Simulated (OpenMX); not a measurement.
**A series of single points on Cu**

System: Cu (Fm-3m, 1 atom in the cell).
Method: Kohn-Sham DFT of a periodic cell, PBE, OpenMX 2013 PBE set, no spin polarisation (OpenMX 3.8.5).

The 7 runs differ only in the geometry, by an even scaling of the cell at fixed fractional positions. The structure derives from an entry of the Crystallography Open Database.

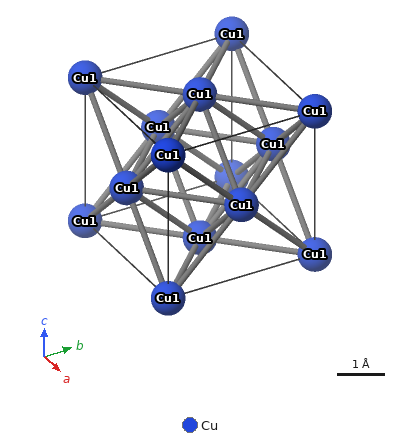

Figure 1. The structure of run 4 (ball-and-stick view of the cell 4 times as large as that of the calculation, set on its symmetry axes, seen at an oblique angle; atoms are numbered from 1 in the order of the input).

## Input of run 4
```
System.CurrrentDirectory             ./
System.Name                          Cu
DATA.PATH                            ./DFT_DATA13
level.of.stdout                      1
level.of.fileout                     1
Species.Number                       1
<Definition.of.Atomic.Species
  Cu  Cu6.0H-s3p2d2          Cu_PBE13H
Definition.of.Atomic.Species>

Atoms.Number                         1
Atoms.SpeciesAndCoordinates.Unit     FRAC
<Atoms.SpeciesAndCoordinates
    1  Cu    0.0000000000    0.0000000000    0.0000000000   9.500  9.500
Atoms.SpeciesAndCoordinates>

Atoms.UnitVectors.Unit               Ang
<Atoms.UnitVectors
     0.0000000000    1.8075000000    1.8075000000
     1.8075000000    0.0000000000    1.8075000000
     1.8075000000    1.8075000000    0.0000000000
Atoms.UnitVectors>

scf.XcType                           GGA-PBE
scf.SpinPolarization                 off
scf.ElectronicTemperature            580.226
scf.energycutoff                     500.0
scf.maxIter                          100
scf.EigenvalueSolver                 band
scf.Kgrid                            13 13 13
scf.Mixing.Type                      rmm-diisk
scf.Init.Mixing.Weight               0.05
scf.Min.Mixing.Weight                0.001
scf.Max.Mixing.Weight                0.3
scf.Mixing.History                   25
scf.Mixing.StartPulay                8
scf.criterion                        1.0e-8
scf.stress.tensor                    on
MD.Type                              nomd
```

Command:
```bash
openmx Cu.dat -nt 1 > Cu.std
```

Lattice vectors (Å) and fractional positions of run 4:
```
   0.000000    1.807500    1.807500
   1.807500    0.000000    1.807500
   1.807500    1.807500    0.000000
Cu  0.000000  0.000000  0.000000
```

Run 2 has the same physical settings and fractional positions; its lattice vectors (Å) are:
```
   0.000000    1.783071    1.783071
   1.783071    0.000000    1.783071
   1.783071    1.783071    0.000000
```

## Results, with one run withheld

```tsv
run	volume per atom (Å³)	free energy per atom, from the lowest run given (meV)
1	11.102	47.48
2	11.338	?
3	11.574	13.58
4	11.810	5.12
5	12.047	0.48
6	12.283	0.00
7	12.519	3.46
```

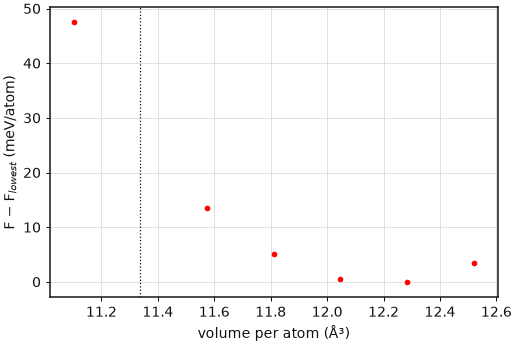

Figure 2. Free energy per atom of the runs given; the dotted line marks run 2.

Fit the runs given and predict run 2.

A cubic polynomial in V^(−2/3) (the Birch–Murnaghan form), fitted to the 6 runs given, misses them by at most 0.25 meV per atom. With x = V^(−2/3) − 0.19214 Å⁻², it reads F = 3.2726 + 2099.8 x + 3.2388e+05 x² + 9.2228e+05 x³ (meV per atom). At run 2 it gives 27.74 meV per atom, and the run itself gives 27.57. The fit has its minimum at 12.185 Å³ per atom, where V d²F/dV² gives 131 GPa: the bulk modulus at this level, since symmetry fixes the shape and the positions.

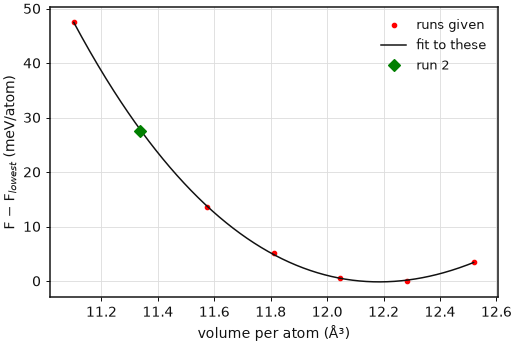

Figure 3. The fit and the withheld run.

## Some lines of the output (run 2)
```
[...]
  Cell_Volume =     76.512546050237 (Bohr^3)
        Total energy (Hartree) at MD = 1
   kloop=0
   kloop=1
   kloop=1098
```

Notes: With a small basis of atomic orbitals these values can differ much from converged plane-wave results.
